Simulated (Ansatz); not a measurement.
Nudged elastic band of Ta$_{16}$H (part 2 of 2)

Continued. System: Ta$_{16}$H (defect cell, 17 atoms in the cell). Method: DFT PBE, scalar-relativistic, plane waves, PAW, no spin polarisation (Ansatz 0.2.0); cutoff 250 eV, 3×3×3 k-mesh, Gaussian smearing of 0.1 eV. One setting was made poor on purpose. It belongs to a series of runs on one base structure; here: band between the two ends.

Geometry of the input (Å; fractional positions):
```
6.6200  0.0000  0.0000
0.0000  6.6200  0.0000
0.0000  0.0000  6.6200
Ta -0.0085  -0.0003  -0.0059
Ta 0.5094  -0.0003  -0.0059
Ta 0.0009  0.4997  0.0007
Ta -0.0004  -0.0003  0.5015
Ta 0.2504  0.2586  0.2551
Ta 0.5000  0.4997  0.0007
Ta 0.5012  -0.0003  0.5015
Ta 0.7504  0.2493  0.2486
Ta 0.0021  0.4997  0.5007
Ta 0.2504  0.7408  0.2552
Ta 0.2504  0.2506  0.7478
Ta 0.4987  0.4997  0.5007
Ta 0.7504  0.7502  0.2486
Ta 0.7504  0.2481  0.7486
Ta 0.2504  0.7489  0.7478
Ta 0.7504  0.7514  0.7485
H  0.2505  -0.0002  0.1245
```

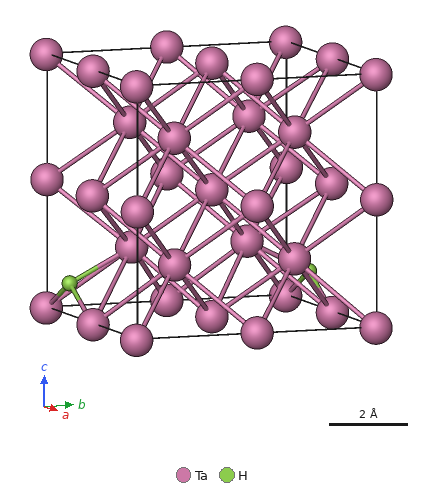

*The structure as given in the input (ball-and-stick view of the cell of the calculation, seen slightly off an axis).*

## Output, continued
```
  k-point 0: bands = ["-48.5929", "-48.5434", "-48.5251", "-48.5120", "-48.4875", "-48.4788", "-48.4764", "-48.4682", "-48.4606", "-48.4595", "-48.4575", "-48.4418", "-48.4263", "-48.4044", "-48.4027", "-48.3576", "-15.7211", "-15.6615", "-15.6610", "-15.6591", "-15.6546", "-15.6510", "-15.3228", "-15.3165", "-15.3136", "-15.2468", "-15.1675", "-15.1604", "-15.1493", "-15.1325", "-15.1090", "-15.1067", "-15.0777", "-15.0760", "-15.0750", "-15.0722", "-15.0704", "-14.9787", "-14.9559", "-14.9389", "-14.9306", "-14.9238", "-14.9215", "-14.9135", "-14.8855", "-14.8833", "-14.8709", "-14.8608", "-14.8571", "-14.8517", "-14.8514", "-14.8465", "-14.8427", "-14.8424", "-14.8316", "-14.5178", "-14.5144", "-14.5110", "-14.5104", "-14.5092", "-14.5015", "-14.5005", "-14.4926", "-14.4885", "10.0813", "11.9719", "14.1601", "14.1827", "14.2015", "14.2231", "14.2232", "14.4518", "14.7493", "14.8212", "14.8341", "14.8509", "14.8619", "14.8644", "14.8749", "16.4942", "16.9666", "16.9865", "17.0336", "17.0396", "17.0482", "17.0992", "17.2957", "17.3157", "17.3479", "17.3502", "17.3750", "17.4401", "17.5111", "17.6051", "17.6312", "17.6569", "17.7590", "19.1127", "19.2375", "19.2723", "19.3322", "19.6385", "19.6733", "19.7049", "19.7445", "19.7526", "19.7924", "19.8212", "19.8321", "19.8462", "19.8519", "19.9006", "20.0146", "20.1444", "20.1850", "20.2106", "20.2240", "20.2254", "21.4598", "21.7220", "21.7492", "21.7541", "21.8121", "22.0514", "22.3392", "22.3679"]
  k-point 1: bands = ["-48.5806", "-48.5541", "-48.5280", "-48.5132", "-48.4967", "-48.4782", "-48.4778", "-48.4642", "-48.4608", "-48.4598", "-48.4570", "-48.4385", "-48.4204", "-48.4046", "-48.3973", "-48.3638", "-15.6421", "-15.5840", "-15.5748", "-15.5720", "-15.5671", "-15.5670", "-15.4170", "-15.3779", "-15.3603", "-15.3461", "-15.3412", "-15.3330", "-15.3098", "-15.2697", "-15.2615", "-15.2613", "-15.1234", "-15.1175", "-15.0514", "-15.0234", "-14.9646", "-14.9474", "-14.9225", "-14.9205", "-14.9110", "-14.8983", "-14.8825", "-14.8800", "-14.8670", "-14.8566", "-14.8490", "-14.8213", "-14.7852", "-14.7497", "-14.7332", "-14.7294", "-14.7257", "-14.6985", "-14.6915", "-14.6062", "-14.5834", "-14.5824", "-14.5735", "-14.5660", "-14.5635", "-14.5567", "-14.5399", "-14.5369", "10.4577", "12.0043", "13.2135", "14.4376", "14.4632", "14.4655", "14.6176", "14.7768", "14.8198", "14.8574", "14.8696", "14.8724", "15.0922", "15.1995", "15.7181", "15.9774", "16.2481", "16.3302", "16.6496", "16.9159", "16.9518", "16.9871", "17.3000", "17.4052", "17.4428", "17.4819", "17.4935", "17.5330", "17.6114", "17.6441", "18.0124", "18.2520", "18.5088", "18.5583", "18.6040", "18.6997", "18.7060", "18.8462", "18.8622", "18.8683", "19.1944", "19.2480", "19.2550", "19.2827", "19.3113", "19.4081", "19.5668", "19.6485", "20.4367", "20.4507", "20.6054", "20.6309", "20.6603", "21.0724", "21.0930", "21.4812", "21.7588", "21.8367", "21.8540", "21.8676", "22.6188", "22.6808"]
  k-point 2: bands = ["-48.5829", "-48.5433", "-48.5319", "-48.5228", "-48.4957", "-48.4765", "-48.4732", "-48.4664", "-48.4639", "-48.4626", "-48.4436", "-48.4419", "-48.4243", "-48.4062", "-48.3966", "-48.3631", "-15.6317", "-15.5891", "-15.5864", "-15.5680", "-15.5642", "-15.5625", "-15.4099", "-15.3858", "-15.3778", "-15.3368", "-15.3340", "-15.3268", "-15.3123", "-15.2689", "-15.2663", "-15.2587", "-15.1180", "-15.1066", "-15.0584", "-15.0420", "-14.9750", "-14.9424", "-14.9376", "-14.9246", "-14.8912", "-14.8886", "-14.8859", "-14.8741", "-14.8697", "-14.8630", "-14.8530", "-14.7944", "-14.7930", "-14.7455", "-14.7414", "-14.7292", "-14.7277", "-14.7005", "-14.6999", "-14.6077", "-14.5838", "-14.5784", "-14.5696", "-14.5688", "-14.5660", "-14.5559", "-14.5414", "-14.5309", "10.5256", "12.0695", "13.2428", "14.4107", "14.4501", "14.4743", "14.4851", "14.8211", "14.8260", "14.8445", "14.8696", "14.8755", "15.1039", "15.1586", "15.6206", "16.0709", "16.0747", "16.3481", "16.8104", "16.8762", "16.8794", "16.9823", "17.0675", "17.3919", "17.3989", "17.4450", "17.4725", "17.6044", "17.6179", "17.6443", "18.1642", "18.2315", "18.3934", "18.5713", "18.6092", "18.6325", "18.6555", "18.8476", "18.8523", "18.9033", "19.2358", "19.2547", "19.2732", "19.2898", "19.4328", "19.4481", "19.5837", "19.6122", "20.3930", "20.5128", "20.6149", "20.6345", "20.6771", "21.0632", "21.1074", "21.6082", "21.7729", "21.8593", "21.8717", "21.8922", "22.5884", "22.6396"]
  k-point 13: bands = ["-48.5659", "-48.5517", "-48.5334", "-48.5195", "-48.5075", "-48.4899", "-48.4832", "-48.4701", "-48.4569", "-48.4517", "-48.4463", "-48.4371", "-48.4148", "-48.4011", "-48.3962", "-48.3697", "-15.5486", "-15.5089", "-15.4981", "-15.4609", "-15.4510", "-15.4312", "-15.4243", "-15.4142", "-15.4033", "-15.3955", "-15.3544", "-15.3406", "-15.3301", "-15.3140", "-15.2320", "-15.2083", "-15.1950", "-15.1893", "-15.1747", "-15.1682", "-15.1398", "-15.1167", "-15.1067", "-14.9790", "-14.9529", "-14.8500", "-14.8193", "-14.8027", "-14.8007", "-14.7912", "-14.7878", "-14.7713", "-14.7623", "-14.7301", "-14.7263", "-14.7228", "-14.6722", "-14.6680", "-14.6530", "-14.6419", "-14.5925", "-14.5825", "-14.5760", "-14.5719", "-14.5693", "-14.5560", "-14.5521", "-14.5314", "10.9727", "12.6732", "13.6201", "13.6592", "14.0309", "14.4575", "14.4645", "15.0207", "15.6428", "15.6655", "15.7420", "15.8439", "15.8797", "16.0183", "16.1397", "16.2166", "16.2395", "16.4031", "16.4788", "16.5131", "16.8961", "17.0741", "17.1620", "17.2520", "17.2958", "17.4062", "17.4714", "17.4910", "17.5054", "17.5626", "17.6588", "17.7059", "17.7701", "17.8220", "17.8793", "17.8911", "17.9162", "17.9320", "17.9777", "18.0140", "18.0520", "18.1198", "18.3054", "18.3266", "18.3524", "18.3706", "18.4417", "19.3147", "21.2454", "21.3713", "21.5164", "21.5430", "21.5919", "21.6860", "21.6997", "21.7133", "21.7595", "21.8053", "22.2362", "22.2999", "22.4229", "22.4795"]
this run last wrote the band of iteration 4 to [file]
--- NEB band (5 images, 4 band iterations, 96 SCF iterations) ---
  forward barrier  = 0.191708 eV
  backward barrier = 0.191718 eV
  lagrangian_above_aufbau_ev (what the smearing adds, to first order; not taken off the barriers): saddle image -0.089936 eV, end points -0.097676 and -0.097684 eV
  climbing image's point = of an order that was not read
  energies are F+E_penalty+E_count in eV, relative to image 0
  image     s (Å)  Δ vs image 0  max|band force component| (eV/Å)
      0    0.0000      0.000000                                 —
      1    0.2932      0.098353                          1.396e-2
  *   2    0.5866      0.191708                          1.309e-2
      3    0.8795      0.098791                          1.375e-2
      4    1.1721     -0.000010                                 —
  climbing-image geometry (image 2):
  cell:  # Å, volume = 290.1175 Å³
    - [6.62, 0.0, 0.0]
    - [0.0, 6.62, 0.0]
    - [0.0, 0.0, 6.62]
  atoms:
    - { symbol: Ta, position: [-0.00850088338344491, 0.00018798151940973228, -0.008884279254403693] }
    - { symbol: Ta, position: [0.5014030408470146, 0.00018884871623345563, -0.001590099808297625] }
    - { symbol: Ta, position: [-0.0009712184277265306, 0.5001903770972792, -0.0013566727778561924] }
    - { symbol: Ta, position: [-0.001211746764924819, 0.000188786297868501, 0.501017587004067] }
    - { symbol: Ta, position: [0.25361350602484106, 0.26546655668478303, 0.25322485460394045] }
    - { symbol: Ta, position: [0.5005498483962947, 0.5001904958775356, 0.0001446174563770816] }
    - { symbol: Ta, position: [0.5009905442803851, 0.00018922504200215328, 0.5006045087816349] }
    - { symbol: Ta, position: [0.7493442606354859, 0.2496482529716908, 0.2488666850300154] }
    - { symbol: Ta, position: [0.0005307276839104497, 0.5001905916594444, 0.5001638861045794] }
    - { symbol: Ta, position: [0.25361475970832276, 0.7349082748596076, 0.2532253225808096] }
    - { symbol: Ta, position: [0.24924829424996015, 0.24964682883573333, 0.7489626561686484] }
    - { symbol: Ta, position: [0.5018088994826887, 0.5001895018928147, 0.5014205930993095] }
    - { symbol: Ta, position: [0.7493432811520329, 0.750728266508815, 0.248867226014266] }
    - { symbol: Ta, position: [0.7485941486845736, 0.24653992767693872, 0.7482106453360843] }
    - { symbol: Ta, position: [0.24924939983919567, 0.7507297894291349, 0.7489615124319021] }
    - { symbol: Ta, position: [0.7485943134726522, 0.7538443294347842, 0.7482105757330563] }
    - { symbol: H, position: [0.19220955911873838, 0.00018747549592470898, 0.19178673149586645] }
```

## The last band as extended XYZ (Å, eV, eV/Å)
```
17
Lattice="6.6200 0.0000 0.0000 0.0000 6.6200 0.0000 0.0000 0.0000 6.6200" Properties=species:S:1:pos:R:3:forces:R:3 image=0 energy=-158930.03718
Ta   -0.0565   -0.0018   -0.0388    0.0240   0.0001   0.0169
Ta    3.3720   -0.0017   -0.0390   -0.0224   0.0000   0.0164
Ta    0.0057    3.3083    0.0046   -0.0101  -0.0005  -0.0175
Ta   -0.0027   -0.0017    3.3197   -0.0084  -0.0004  -0.0166
Ta    1.6576    1.7121    1.6890    0.0002  -0.0223  -0.0176
Ta    3.3097    3.3083    0.0045    0.0097   0.0000  -0.0175
Ta    3.3180   -0.0017    3.3198    0.0082  -0.0004  -0.0168
Ta    4.9676    1.6501    1.6458    0.0003   0.0114   0.0169
Ta    0.0137    3.3083    3.3148   -0.0199   0.0000  -0.0097
Ta    1.6576    4.9043    1.6891    0.0004   0.0253  -0.0187
Ta    1.6576    1.6589    4.9505    0.0002   0.0066   0.0172
Ta    3.3013    3.3083    3.3149    0.0223  -0.0001  -0.0100
Ta    4.9676    4.9665    1.6458   -0.0002  -0.0113   0.0173
Ta    4.9678    1.6423    4.9554   -0.0006   0.0202   0.0094
Ta    1.6576    4.9577    4.9504    0.0002  -0.0067   0.0174
Ta    4.9677    4.9743    4.9554   -0.0005  -0.0204   0.0097
H     1.6583   -0.0016    0.8239   -0.0035  -0.0016   0.0033
17
Lattice="6.6200 0.0000 0.0000 0.0000 6.6200 0.0000 0.0000 0.0000 6.6200" Properties=species:S:1:pos:R:3:forces:R:3 image=1 energy=-158929.93882
Ta   -0.0574   -0.0002   -0.0501   -0.0172   0.0000   0.0346
Ta    3.3206   -0.0002   -0.0118   -0.0145   0.0000   0.0095
Ta   -0.0015    3.3098   -0.0113   -0.0095   0.0000   0.0257
Ta   -0.0080   -0.0002    3.3191   -0.0192   0.0000   0.0290
Ta    1.6653    1.7463    1.6876   -0.0513  -0.0098   0.0392
Ta    3.3134    3.3098   -0.0019   -0.0285   0.0000   0.0158
Ta    3.3193   -0.0002    3.3134   -0.0145   0.0000   0.0293
Ta    4.9664    1.6508    1.6423   -0.0109   0.0016   0.0121
Ta    0.0077    3.3098    3.3120   -0.0209   0.0000   0.0224
Ta    1.6653    4.8732    1.6876   -0.0513   0.0099   0.0392
Ta    1.6557    1.6545    4.9524   -0.0169   0.0061   0.0146
Ta    3.3226    3.3098    3.3161   -0.0365   0.0000   0.0152
Ta    4.9664    4.9688    1.6423   -0.0109  -0.0015   0.0121
Ta    4.9588    1.6329    4.9539   -0.0167  -0.0018   0.0214
Ta    1.6557    4.9651    4.9524   -0.0170  -0.0061   0.0147
Ta    4.9588    4.9866    4.9539   -0.0167   0.0017   0.0214
H     1.4848   -0.0002    1.0568    0.3523   0.0000  -0.3563
17
Lattice="6.6200 0.0000 0.0000 0.0000 6.6200 0.0000 0.0000 0.0000 6.6200" Properties=species:S:1:pos:R:3:forces:R:3 image=2 energy=-158929.84547
Ta   -0.0563    0.0012   -0.0588   -0.0083   0.0001  -0.0082
Ta    3.3193    0.0013   -0.0105    0.0053   0.0000  -0.0054
Ta   -0.0064    3.3113   -0.0090   -0.0036  -0.0001  -0.0036
Ta   -0.0080    0.0013    3.3167   -0.0050   0.0000   0.0055
Ta    1.6789    1.7574    1.6763   -0.0012   0.0131  -0.0007
Ta    3.3136    3.3113    0.0010   -0.0011  -0.0001  -0.0041
Ta    3.3166    0.0013    3.3140    0.0083   0.0000   0.0085
Ta    4.9607    1.6527    1.6475    0.0044   0.0077   0.0007
Ta    0.0035    3.3113    3.3111   -0.0041  -0.0001  -0.0010
Ta    1.6789    4.8651    1.6764   -0.0012  -0.0129  -0.0007
Ta    1.6500    1.6527    4.9581    0.0009   0.0077   0.0041
Ta    3.3220    3.3113    3.3194    0.0026  -0.0001   0.0030
Ta    4.9607    4.9698    1.6475    0.0045  -0.0075   0.0007
Ta    4.9557    1.6321    4.9532   -0.0007  -0.0005  -0.0008
Ta    1.6500    4.9698    4.9581    0.0008  -0.0076   0.0042
Ta    4.9557    4.9904    4.9532   -0.0008   0.0001  -0.0009
H     1.2724    0.0012    1.2696   -0.0008   0.0000  -0.0013
17
Lattice="6.6200 0.0000 0.0000 0.0000 6.6200 0.0000 0.0000 0.0000 6.6200" Properties=species:S:1:pos:R:3:forces:R:3 image=3 energy=-158929.93839
Ta   -0.0487    0.0027   -0.0610    0.0349   0.0000  -0.0175
Ta    3.3206    0.0027   -0.0115    0.0288   0.0000  -0.0193
Ta   -0.0098    3.3127   -0.0051    0.0257   0.0000  -0.0095
Ta   -0.0103    0.0027    3.3170    0.0101   0.0000  -0.0147
Ta    1.6890    1.7494    1.6618    0.0394  -0.0099  -0.0512
Ta    3.3135    3.3127    0.0041    0.0223   0.0000  -0.0207
Ta    3.3149    0.0027    3.3157    0.0291   0.0000  -0.0144
Ta    4.9539    1.6574    1.6521    0.0144   0.0064  -0.0168
Ta   -0.0004    3.3127    3.3098    0.0157   0.0000  -0.0283
Ta    1.6890    4.8761    1.6618    0.0394   0.0099  -0.0512
Ta    1.6438    1.6537    4.9629    0.0121   0.0016  -0.0111
Ta    3.3176    3.3127    3.3190    0.0149   0.0000  -0.0362
Ta    4.9539    4.9681    1.6521    0.0144  -0.0064  -0.0168
Ta    4.9554    1.6359    4.9552    0.0214  -0.0016  -0.0168
Ta    1.6438    4.9717    4.9629    0.0121  -0.0016  -0.0111
Ta    4.9554    4.9896    4.9552    0.0214   0.0016  -0.0168
H     1.0589    0.0027    1.4806   -0.3560   0.0001   0.3524
17
Lattice="6.6200 0.0000 0.0000 0.0000 6.6200 0.0000 0.0000 0.0000 6.6200" Properties=species:S:1:pos:R:3:forces:R:3 image=4 energy=-158930.03719
Ta   -0.0386    0.0041   -0.0611    0.0178   0.0005   0.0223
Ta    3.3202    0.0042   -0.0074   -0.0165   0.0000  -0.0076
Ta    0.0052    3.3142    0.0011   -0.0194  -0.0003  -0.0093
Ta   -0.0385    0.0041    3.3671    0.0182   0.0002  -0.0238
Ta    1.6896    1.7182    1.6531   -0.0176  -0.0220  -0.0006
Ta    3.3151    3.3142    0.0092   -0.0088   0.0004  -0.0202
Ta    3.3202    0.0042    3.3135   -0.0168  -0.0002   0.0073
Ta    4.9510    1.6647    1.6530    0.0158   0.0081   0.0003
Ta    0.0051    3.3142    3.3050   -0.0187   0.0003   0.0090
Ta    1.6895    4.9105    1.6531   -0.0172   0.0210  -0.0002
Ta    1.6460    1.6561    4.9630    0.0195   0.0097   0.0006
Ta    3.3152    3.3142    3.2971   -0.0091   0.0002   0.0184
Ta    4.9509    4.9636    1.6530    0.0163  -0.0071   0.0004
Ta    4.9559    1.6482    4.9630    0.0092   0.0199   0.0002
Ta    1.6461    4.9722    4.9631    0.0176  -0.0090  -0.0001
Ta    4.9559    4.9800    4.9630    0.0091  -0.0189   0.0004
H     0.8251    0.0048    1.6526    0.0005  -0.0027   0.0028
```

## Key numbers

| quantity | value |
| --- | --- |
| outcome | converged |
| barrier, forward | 0.192 eV |
| barrier, backward | 0.192 eV |
| electrons treated | 209 |
| hardware | 4 threads of Intel Xeon @ 2.50GHz (Skylake/Cascade Lake), 16 GiB of memory available, shared host |
| wall time | 97 s (CPU time 5 min) |
| peak memory | 1.2 GiB |

## Notes

The program warns: the cutoff is below the recommended one. A deliberately poor setting: low cutoff. Spin–orbit coupling is left out, which matters for Ta. The order of the saddle point was not checked.
